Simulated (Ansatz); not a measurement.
# Geometry relaxation, with input and output: B31HN32 (charge −1) (part 1 of 3)

- system: B31HN32 (defect cell, 64 atoms in the cell, total charge −1)
- method: DFT PBE+D3(BJ), scalar-relativistic, plane waves, PAW, spin-polarised (Ansatz 0.2.0)

The structure derives from an entry of the Crystallography Open Database.

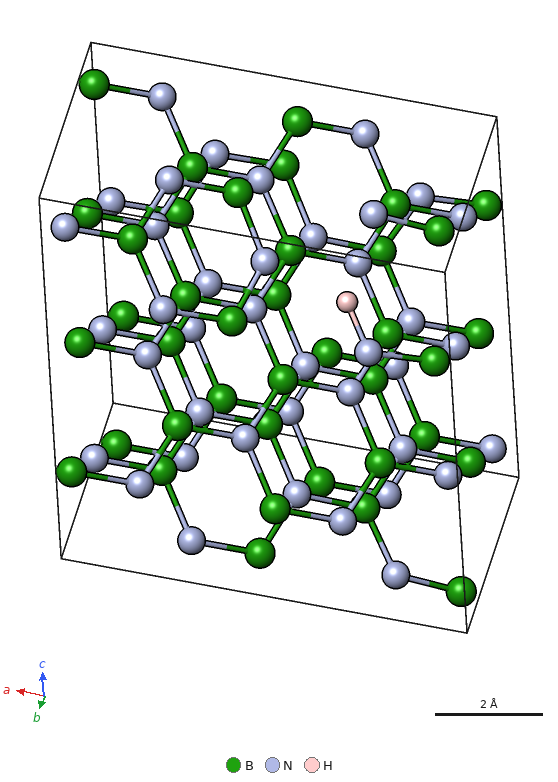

Figure 1. The input geometry (ball-and-stick view of the cell of the calculation, seen at an oblique angle). An atom can appear more than once, as a periodic image. Near neighbours in the periodic cell (some may lie outside the picture): B has 3 N at 1.39 to 1.48 Å; N has 3 B at 1.43 to 1.48 Å; N has 2 B at 1.41 Å and 1 H at 1.03 Å; N has 2 B at 1.39 to 1.41 Å; H has 1 N at 1.03 Å.

**Input file**
```yaml
crystal:
  lattice:
    - [0.0, 8.6825123375, 0.0]
    - [5.0128508353, 4.3412561688, -6.6141239334]
    - [-5.0128508353, 4.3412561688, -6.6141239334]
  atoms:
    - { symbol: B, position: [0.2892488439, 0.1271834363, 0.6229755003] }
    - { symbol: B, position: [0.5382191825, -0.0030804476, 0.7531382882] }
    - { symbol: B, position: [0.2911543265, 0.375474429, 0.3745891565] }
    - { symbol: B, position: [0.7924878135, 0.8747144753, 0.8753634381] }
    - { symbol: B, position: [0.5399305662, 0.248699028, 0.5013801141] }
    - { symbol: B, position: [0.7892313687, 0.1250796971, 0.6249885303] }
    - { symbol: B, position: [0.0392423435, 0.0027958288, 0.7473661509] }
    - { symbol: B, position: [0.2929626947, 0.625337542, 0.124691106] }
    - { symbol: B, position: [0.5420977183, 0.4989618847, 0.2511004299] }
    - { symbol: B, position: [0.7909529033, 0.3747063993, 0.3753633418] }
    - { symbol: B, position: [0.0401105364, 0.2510925465, 0.4989853624] }
    - { symbol: B, position: [0.5421727153, 0.7488154058, 0.0012182533] }
    - { symbol: B, position: [0.7933149641, 0.6245899133, 0.1254823745] }
    - { symbol: B, position: [0.04211329, 0.5004786013, 0.2495821794] }
    - { symbol: B, position: [0.046103031, 0.7515355705, -0.0014755964] }
    - { symbol: B, position: [0.457862943, 0.7509814611, 0.5013226766] }
    - { symbol: B, position: [0.4591905671, -0.0004225806, 0.2497245315] }
    - { symbol: B, position: [0.7088536198, 0.8750801207, 0.3751292637] }
    - { symbol: B, position: [0.4589891237, 0.2499185079, -0.0001583262] }
    - { symbol: B, position: [0.958694763, 0.7502123314, 0.5001338764] }
    - { symbol: B, position: [0.7095847038, 0.1243417028, 0.1244442658] }
    - { symbol: B, position: [0.9606873911, -0.0015518313, 0.248260629] }
    - { symbol: B, position: [0.2093551577, 0.8745206576, 0.3745762282] }
    - { symbol: B, position: [0.457339856, 0.5017979098, 0.7516074399] }
    - { symbol: B, position: [0.7083965928, 0.3754801783, 0.8755353939] }
    - { symbol: B, position: [0.9601106091, 0.2487352172, -0.000924882] }
    - { symbol: B, position: [0.2104268964, 0.1232908298, 0.1233715383] }
    - { symbol: B, position: [0.7070303021, 0.6266867176, 0.6267659493] }
    - { symbol: B, position: [0.9584362107, 0.500334039, 0.7504781107] }
    - { symbol: B, position: [0.2090061383, 0.3749307074, 0.8749773098] }
    - { symbol: B, position: [0.2083111978, 0.6256170445, 0.6257162478] }
    - { symbol: "N", position: [0.5414133398, 0.6258282372, 0.6258285754] }
    - { symbol: "N", position: [0.5420435951, 0.8752055132, 0.3752289865] }
    - { symbol: "N", position: [0.7917859487, 0.7504495549, 0.5004627001] }
    - { symbol: "N", position: [0.5425167352, 0.1246730464, 0.1247462323] }
    - { symbol: "N", position: [0.0418791588, 0.6253138551, 0.6253817084] }
    - { symbol: "N", position: [0.7927977357, -0.0005636259, 0.2494645519] }
    - { symbol: "N", position: [0.0426970212, 0.8745120165, 0.3746274505] }
    - { symbol: "N", position: [0.2918744852, 0.7503108787, 0.500422651] }
    - { symbol: "N", position: [0.5417864797, 0.375423139, 0.8755377445] }
    - { symbol: "N", position: [0.7925423107, 0.2496415542, -0.0002440286] }
    - { symbol: "N", position: [0.0430083949, 0.1242318976, 0.1242363787] }
    - { symbol: "N", position: [0.2927793751, -0.0006046197, 0.2495375044] }
    - { symbol: "N", position: [0.7916596473, 0.5005169473, 0.7506555566] }
    - { symbol: "N", position: [0.0424147936, 0.3748373347, 0.8748578092] }
    - { symbol: "N", position: [0.292643232, 0.2495924698, -0.0003927223] }
    - { symbol: "N", position: [0.291641181, 0.5005962825, 0.7506185474] }
    - { symbol: "N", position: [0.2012147902, 0.0094971545, 0.7408000336] }
    - { symbol: "N", position: [0.206622464, 0.2523332686, 0.4977480511] }
    - { symbol: "N", position: [0.456642529, 0.1245558301, 0.6255472391] }
    - { symbol: "N", position: [0.2083749528, 0.4989564496, 0.2510880338] }
    - { symbol: "N", position: [0.7078914782, -0.0003876594, 0.7504615678] }
    - { symbol: "N", position: [0.4579923312, 0.3741050599, 0.3759718758] }
    - { symbol: "N", position: [0.7066501536, 0.2500948958, 0.4999655733] }
    - { symbol: "N", position: [0.9549400878, 0.1272516, 0.6228312544] }
    - { symbol: "N", position: [0.2080007748, 0.7427330994, 0.0072806711] }
    - { symbol: "N", position: [0.4602824889, 0.6223618782, 0.1276711654] }
    - { symbol: "N", position: [0.7090018417, 0.4994031987, 0.2506738256] }
    - { symbol: "N", position: [0.9573200424, 0.3756997968, 0.3743698272] }
    - { symbol: "N", position: [0.4665997193, 0.8710898834, 0.8789257667] }
    - { symbol: "N", position: [0.7109006709, 0.7487425941, 0.0013168342] }
    - { symbol: "N", position: [0.9593793395, 0.6249605274, 0.1251105118] }
    - { symbol: "N", position: [0.958803945, 0.8759963331, 0.8741110454] }
    - { symbol: H, position: [0.2601848691, 0.9204710225, 0.8298171574], spin: 3.0 }
  host:
    lattice:
      - [2.5064254176, 0.0, 0.0]
      - [-1.2532127088, 2.1706280844, 0.0]
      - [0.0, 0.0, 6.6141239334]
    atoms:
      - { symbol: B, position: [0.3333333333, 0.6666666667, 0.25] }
      - { symbol: B, position: [0.6666666667, 0.3333333333, 0.75] }
      - { symbol: "N", position: [0.3333333333, 0.6666666667, 0.75] }
      - { symbol: "N", position: [0.6666666667, 0.3333333333, 0.25] }
total_charge: -1
basis:
  ecutwfc: 420
  xc_grid: 2
kpoints:
  mp_grid: { grid: [2, 2, 2], shift: [0.0, 0.0, 0.0] }
hamiltonian:
  xc: pbe
  dispersion: d3bj
scf:
  occupations: { method: gaussian, width: 0.01 }
output:
  forces: true
  stress: false
  eigenvalues: true
  populations: true
  charged_corrections:
    defect_position: [0.29166667, 0.875, 0.875]
    epsilon: [[6.5653, 0.0, 0.0], [0.0, 6.5653, 0.0], [0.0, 0.0, 3.1722]]
  write_density: true
  write_potential: true
  elf: true
  volumetric_format: npy
magnetization:
  spin_polarized: true
relax:
  adjacent_minimum: "off"
  f_tol: 0.025
  max_steps: 60
```

Run on 4 threads of Oxide Virtual Turin-like (Zen 5), 32 GiB of memory available, shared host.

Run as:
```bash
ansatz run input.yaml --threads 4 --pin off --max-ram 10240MiB --backend cpu --events-out ev --progress --plain --runs-dir out
```

**Output**
```
Engine: ansatz 0.2.0, x86_64-unknown-linux-gnu
Pseudopotentials: kind: paw
Pseudopotential: B, paw, valence charge 3, recommended cutoff 420 eV (normal), B.paw.azcp
Pseudopotential: N, paw, valence charge 5, recommended cutoff 420 eV (normal), N.paw.azcp
Pseudopotential: H, paw, valence charge 1, recommended cutoff 420 eV (normal), H.paw.azcp
Functional definition: PBE
  parameter kappa = 0.804
  parameter beta = 0.06672455060314922
  exchange = pbe_x(kappa = kappa, mu = beta*pi^2/3)
  correlation = pbe_c(beta = beta)
Crystal: 64 atoms, lattice volume = 575.748 Å³
Basis set: ecut = 420 eV, 11305 PW (Γ), exchange–correlation on 120×128×128 points (8 copies of the dense FFT grid, shifted against one another)
Bands: 193, of which v1, the nominal top of the filled ones, is band 128 counted from 1 (127 counted from 0)
Symmetry: 1 space group operations
Space group: P1 (ITA 1), of the structure as read, at distance tolerance 8.3e-5 Å
Magnetic group: BNS 1.1 (UNI 1), of the structure as read, at distance tolerance 8.3e-5 Å
k-points: 8
Non-local potential: B, projectors of the file, l = 0: 2, l = 1: 2, l = 2: 1
Non-local potential: N, projectors of the file, l = 0: 2, l = 1: 2, l = 2: 1
Non-local potential: H, projectors of the file, l = 0: 2, l = 1: 1
PAW form: soft (Blöchl's): semilocal exchange-correlation on the pseudo side does not see the compensation charge
PAW one-centre angular grid: B, 110 points (default); XC on 64 Gauss nodes
PAW one-centre angular grid: N, 110 points (default); XC on 64 Gauss nodes
PAW one-centre angular grid: H, 110 points (default); XC on 64 Gauss nodes
Starting moments: Σ|m| = 3 μB on 1 of 64 sites
Initial wavefunctions: pseudopotential atomic-orbital guess
Functional: x = pbe(κ = 0.804, μ = 0.2195149727645171), c = pbe(β = 0.06672455060314922)
SCF iter   1: F=—  HF=-17252.360449 eV  |F-HF|=—  |Δ(HF+E_count)|=         —  Δρ=7.23e-2 (↑7.23e-2 ↓7.10e-2)  dr2=1.13e2  dr2_m=7.43e-1  M=1.000 μB ∫|m|=1.132 μB  β_m=0.30  ethr=3.10e-3  ⟨swp⟩=6.0  Hψ=13631  notcnv=0  defer=318
preconditioner: auto → Resta (q_TF=auto, 2.382 Å⁻¹)  ε∞=3.1  [insulator: Δε(μ)=0.051 eV  Ē_g=16.858 eV  σ=0.010 eV  W_gap=1.00  n_scr=128 (ndim 8)  ℏωp=24.7 eV  f_vac=0.000  D(μ)=0.05/eV (n_scr^D=0)  ε∞_Penn≈3.1]
spin=Collinear: Resta preconditioning applied to the charge; magnetization (m = ρ↑ − ρ↓) channel mixes plain (no charge-response kernel on spin).
SCF iter   2: F=—  HF=-17226.504145 eV  |F-HF|=—  |Δ(HF+E_count)|=    2.59e1  Δρ=4.21e-2 (↑4.21e-2 ↓4.16e-2)  dr2=3.76e1  dr2_m=3.90e-1  M=1.000 μB ∫|m|=1.111 μB  β_m=0.30  ethr=3.10e-3  ⟨swp⟩=2.0  Hψ=5655  notcnv=0  defer=945
SCF iter   3: F=—  HF=-17214.867179 eV  |F-HF|=—  |Δ(HF+E_count)|=    1.16e1  Δρ=2.02e-2 (↑1.95e-2 ↓2.02e-2)  dr2=5.64e0  dr2_m=1.97e-1  M=1.000 μB ∫|m|=1.103 μB  β_m=0.30  ethr=3.10e-3  ⟨swp⟩=2.5  Hψ=4296  notcnv=0  defer=945
SCF iter   4: F=—  HF=-17213.193828 eV  |F-HF|=—  |Δ(HF+E_count)|=    1.67e0  Δρ=5.70e-3 (↑5.24e-3 ↓5.70e-3)  dr2=1.65e-1  dr2_m=1.10e-1  M=1.000 μB ∫|m|=1.101 μB  β_m=0.30  ethr=2.21e-3  ⟨swp⟩=2.8  Hψ=5485  notcnv=0  defer=967
SCF iter   5: F=—  HF=-17213.294023 eV  |F-HF|=—  |Δ(HF+E_count)|=   1.00e-1  Δρ=4.32e-3 (↑4.04e-3 ↓4.32e-3)  dr2=8.58e-2  dr2_m=6.29e-2  M=1.000 μB ∫|m|=1.101 μB  β_m=0.30  ethr=6.49e-5  ⟨swp⟩=2.1  Hψ=3462  notcnv=0  defer=967
SCF iter   6: F=—  HF=-17213.394946 eV  |F-HF|=—  |Δ(HF+E_count)|=   1.01e-1  Δρ=2.75e-3 (↑2.75e-3 ↓2.60e-3)  dr2=3.92e-3  dr2_m=3.65e-2  M=1.000 μB ∫|m|=1.103 μB  β_m=0.30  ethr=3.37e-5  ⟨swp⟩=2.7  Hψ=3921  notcnv=0  defer=967
SCF iter   7: F=—  HF=-17213.415404 eV  |F-HF|=—  |Δ(HF+E_count)|=   2.05e-2  Δρ=2.05e-3 (↑2.05e-3 ↓1.99e-3)  dr2=1.69e-3  dr2_m=2.09e-2  M=1.000 μB ∫|m|=1.105 μB  β_m=0.30  ethr=1.54e-6  ⟨swp⟩=2.5  Hψ=5088  notcnv=0  defer=967
Mixer restart at iter 7: flushing history
spin-set hold released at iteration 7 (site moments contracting): the magnetisation degrees of freedom join the quasi-Newton model from the next iteration; the mixer history was flushed
SCF iter   8: F=—  HF=-17213.426556 eV  |F-HF|=—  |Δ(HF+E_count)|=   1.12e-2  Δρ=1.54e-3 (↑1.54e-3 ↓1.52e-3)  dr2=9.21e-4  dr2_m=1.21e-2  M=1.000 μB ∫|m|=1.108 μB  β_m=0.65  ethr=6.61e-7  ⟨swp⟩=2.8  Hψ=4174  notcnv=0  defer=967
SCF iter   9: F=—  HF=-17213.442393 eV  |F-HF|=—  |Δ(HF+E_count)|=   1.58e-2  Δρ=3.67e-4 (↑1.62e-4 ↓3.67e-4)  dr2=1.50e-3  dr2_m=1.75e-4  M=1.000 μB ∫|m|=1.122 μB  β_m=0.54  ethr=3.61e-7  ⟨swp⟩=3.0  Hψ=6006  notcnv=0  defer=967
SCF iter  10: F=—  HF=-17213.442257 eV  |F-HF|=—  |Δ(HF+E_count)|=   1.36e-4  Δρ=1.10e-4 (↑1.03e-4 ↓1.10e-4)  dr2=4.95e-5  dr2_m=5.06e-5  M=1.000 μB ∫|m|=1.122 μB  β_m=0.70  ethr=3.61e-7  ⟨swp⟩=2.4  Hψ=4769  notcnv=0  defer=967
SCF iter  11: F=—  HF=-17213.442311 eV  |F-HF|=—  |Δ(HF+E_count)|=   5.34e-5  Δρ=3.71e-5 (↑2.66e-5 ↓3.71e-5)  dr2=3.95e-6  dr2_m=4.72e-6  M=1.000 μB ∫|m|=1.124 μB  β_m=0.85  ethr=6.13e-9  ⟨swp⟩=30.4  Hψ=39423  notcnv=0
SCF iter  12: F=-17213.442317 eV  HF=-17213.442319 eV  |F-HF|=1.90e-6  |Δ(HF+E_count)|=   7.86e-6  Δρ=1.36e-5 (↑1.36e-5 ↓9.14e-6)  dr2=2.59e-6  dr2_m=1.10e-7  M=1.000 μB ∫|m|=1.124 μB  ethr=1.55e-9  ⟨swp⟩=11.7  Hψ=22228  notcnv=0
SCF 1 converged in 12 iterations: F = -17213.442317 eV  dr2 = 2.59e-6
  greatest PAW one-centre occupation: 0.818 electrons in one spin orbital (limit 2), on the N atom at site 59 (counted from 0), in its partial waves of l = 0
relax step   1: F+E_penalty+E_count = -17213.44231681 eV  Δ(F+E_penalty+E_count) = +0.000e0 eV  max|allowed force component| = 1.118e-2 eV/Å  Δτ_max = 0.0000 Å  (12 SCF iters, dr2 threshold 1.56e-5 eV, accepted)
Initial density: handed on by an earlier stage of this run
Starting moments: Σ|m| = 3 μB on 1 of 64 sites; this step starts from the density that it was given
Initial wavefunctions: those handed on with the density
iter 1 solved again at ethr=1.02e-9 eV; its pass at ethr=3.10e-3 eV (dr2=2.59e-6 eV) is discarded
SCF iter   1: F=—  HF=-17213.442319 eV  |F-HF|=—  |Δ(HF+E_count)|=         —  Δρ=1.36e-5 (↑1.36e-5 ↓9.14e-6)  dr2=2.59e-6  dr2_m=1.10e-7  M=1.000 μB ∫|m|=1.124 μB  β_m=0.30  ethr=1.02e-9  ⟨swp⟩=1.0  Hψ=7232  notcnv=0
preconditioner: auto → Resta (q_TF=auto, 2.382 Å⁻¹)  ε∞=3.4  [insulator: Δε(μ)=1.073 eV  Ē_g=15.800 eV  σ=0.010 eV  W_gap=1.00  n_scr=128 (ndim 8)  ℏωp=24.7 eV  f_vac=0.019  D(μ)=0.00/eV (n_scr^D=0)  ε∞_Penn≈3.4]
spin=Collinear: Resta preconditioning applied to the charge; magnetization (m = ρ↑ − ρ↓) channel mixes plain (no charge-response kernel on spin).
SCF iter   2: F=—  HF=-17213.442318 eV  |F-HF|=—  |Δ(HF+E_count)|=   4.48e-7  Δρ=6.62e-6 (↑6.62e-6 ↓3.85e-6)  dr2=4.13e-7  dr2_m=6.66e-8  M=1.000 μB ∫|m|=1.124 μB  β_m=0.40  ethr=1.02e-9  ⟨swp⟩=2.0  Hψ=3698  notcnv=0
iter 3 did not close the SCF: its close was put off for a magnetic moment that had not settled (scf_convergence_deferred on its scf_iter line)
SCF iter   3: F=-17213.442318 eV  HF=-17213.442318 eV  |F-HF|=6.29e-8  |Δ(HF+E_count)|=   4.47e-8  Δρ=2.57e-6 (↑2.25e-6 ↓2.57e-6)  dr2=4.02e-8  dr2_m=2.45e-8  M=1.000 μB ∫|m|=1.125 μB  β_m=0.60  ethr=3.92e-11  ⟨swp⟩=8.6  Hψ=15342  notcnv=0
iter 4 did not close the SCF: its close was put off for a magnetic moment that had not settled (scf_convergence_deferred on its scf_iter line)
SCF iter   4: F=-17213.442318 eV  HF=-17213.442318 eV  |F-HF|=6.96e-9  |Δ(HF+E_count)|=   6.00e-8  Δρ=1.83e-6 (↑1.35e-6 ↓1.83e-6)  dr2=3.09e-8  dr2_m=8.72e-9  M=1.000 μB ∫|m|=1.125 μB  β_m=0.72  ethr=1.58e-11  ⟨swp⟩=6.2  Hψ=15222  notcnv=0
SCF iter   5: F=-17213.442318 eV  HF=-17213.442318 eV  |F-HF|=7.06e-10  |Δ(HF+E_count)|=   2.72e-8  Δρ=2.87e-7 (↑2.39e-7 ↓2.87e-7)  dr2=1.24e-9  dr2_m=8.41e-11  M=1.000 μB ∫|m|=1.125 μB  ethr=1.21e-11  ⟨swp⟩=6.6  Hψ=16595  notcnv=0
SCF 2 converged in 5 iterations: F = -17213.442318 eV  dr2 = 1.24e-9
relax step   2: F+E_penalty+E_count = -17213.44231839 eV  Δ(F+E_penalty+E_count) = -1.586e-6 eV  max|allowed force component| = 1.052e-2 eV/Å  Δτ_max = 0.0000 Å  (5 SCF iters, accepted)
```

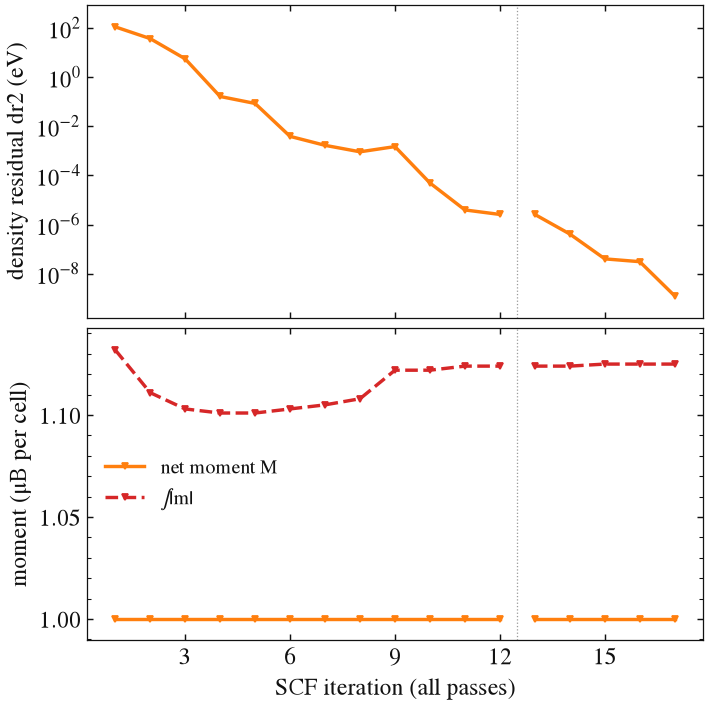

Figure 2. Convergence of the self-consistent field: density residual dr2 and magnetic moment against the SCF iteration. The dotted lines part the SCF passes of the relaxation: geometry steps, rejected trials and re-solves on a re-selected basis. The passes take 12 and 5 iterations. The net moment stays at 1.0 μB per cell.

```
SCF converged after 5 iterations
Magnetization: 1.0000 μB (128.0000 up, 127.0000 down)
Absolute magnetization: 1.1265 μB (∫|ρ↑−ρ↓|, with the PAW one-centre terms)
Spin contamination: 0.0037 ħ² per cell (⟨S²⟩ above its minimum at these occupations)
Per-site moments (μB) at R_I (Å): [(0.001124543142789617, 0.580013059390118), (0.00531948417561643, 0.5801215559665229), (0.0011500532437377323, 0.5905470576532623), (-0.0008892151531474831, 0.5957430874961844), (-0.00014159681384215186, 0.5937964418487564), (0.0019896933916641033, 0.593585499709987), (0.0008543887964532508, 0.5810005265666461), (-0.0014481760022342731, 0.5730205569238771), (-0.00030667128702217475, 0.5885539311550053), (-3.646248564619841e-5, 0.5933532216464603), (0.00023938145397746835, 0.594566864004246), (-0.0013812549114128304, 0.5736085738937753), (0.0030089890249591737, 0.5922777809003276), (-0.0006055959715463114, 0.5939668413168339), (0.00526565522701536, 0.5808957233972196), (-1.88951633263593e-5, 0.5961240133429554), (-8.688801186602666e-6, 0.5966694931384636), (-9.891398466503497e-6, 0.5967725851386065), (-4.624203567343737e-6, 0.5967043022897083), (-4.624640753443927e-6, 0.5967021255782161), (-1.580104248741694e-5, 0.5966771096940818), (1.4564449867328317e-5, 0.5963607789899322), (-1.756258989518766e-5, 0.5967838134875441), (1.4608034245218326e-5, 0.5963599772674743), (-1.7579020991106147e-5, 0.596788209496312), (-1.8904002243788953e-5, 0.596133912506989), (1.721729023781153e-5, 0.5964018576017762), (1.7265152559922457e-5, 0.5963992767104186), (-8.690230918032673e-6, 0.5966718216256571), (-9.885238894945407e-6, 0.5967787189394581), (-1.5803552351122646e-5, 0.5966729742399695), (-0.00019806627808345164, 0.5961240133429554), (-8.377964353830617e-6, 0.5968633942295086), (-0.00012050965763045635, 0.5967725851386065), (-2.9673735438625833e-5, 0.5971474216715444), (-2.967216265496979e-5, 0.5971512080225515), (-0.00010355411402531698, 0.5966771096940818), (-0.00011568528738447173, 0.5967021255782161), (-2.0991519319892752e-5, 0.5967772698234998), (-0.00011570452372417521, 0.5967043022897083), (-2.103056642989797e-5, 0.5967786021672145), (-0.00019782168688678694, 0.596133912506989), (-0.00011956211009555403, 0.5966694931384636), (-0.00011963344658624216, 0.5966718216256571), (-8.422887814887857e-6, 0.5968646447462438), (-0.00012041651237021464, 0.5967787189394581), (-0.00010364563148560974, 0.5966729742399695), (-0.0009239304180447225, 0.4244295258349044), (0.0013542992839305748, 0.5924750572054619), (0.002997773616575892, 0.5937964418487564), (0.016466164105221653, 0.5905470576532623), (0.017433633362226645, 0.5950749967983059), (0.0007024383643697147, 0.5959069598834342), (1.5693045541703828e-5, 0.5956558051041589), (0.001247228889047672, 0.593585499709987), (0.2308150966200698, 0.5730205569238771), (0.009617811108706796, 0.5885539311550053), (0.001690428959865138, 0.5933532216464603), (0.0008099448990279421, 0.594566864004246), (0.23154072673329623, 0.5736085738937753), (0.016217068434134466, 0.5922777809003276), (0.01827526687505054, 0.5939668413168339), (0.0036749445769817435, 0.5957430874961844), (-1.607307321639312e-5, 0.4244295258349044)]
Free energy (F): -17213.442318 eV
Harris-Foulkes:  -17213.442318 eV  (|F-HF|=7.06e-10)
Internal energy: -17213.442318 eV  (E = F + TS)
E sigma→0 (E₀):  -17213.442318 eV
Fermi energy:    5.791969 eV
```
